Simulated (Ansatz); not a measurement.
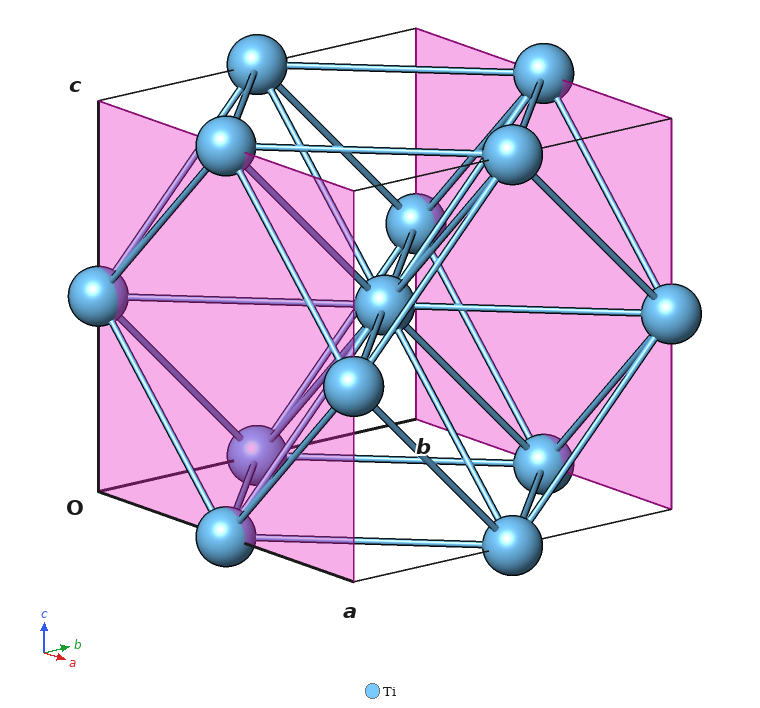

Every member of one family of equally spaced planes, hx + ky + lz = a whole number, that cuts the unit cell is shaded (one member passes through the origin O). Crystal: Ti, the geometry relaxed with Ansatz 0.2.0, DFT r2SCAN, scalar-relativistic, plane waves, PAW; the starting structure was generated, so it need not be a known form of this composition. Symmetry computed with spglib at a tolerance of 0.002 Å; standard conventional cell.

a = 4.110 Å, b = 4.110 Å, c = 4.110 Å, α = 90.00°, β = 90.00°, γ = 90.00°.

**Index the planes.**

(0 1 0); the opposite sign names the same planes. The member next to the origin meets the axes a never, b at 1, c never.

**What is the spacing?**

d = 4.110 Å.

**Which atoms of the cell lie in these planes (within 0.03 Å)?**

2 of the 4 Ti.

**The space group is No. 225, Fm-3m. How many reflections hkl are equivalent to this one (itself included), and does it occur?**

6 reflections are equivalent in the Laue class m-3m. The reflection is systematically absent, by the centring.
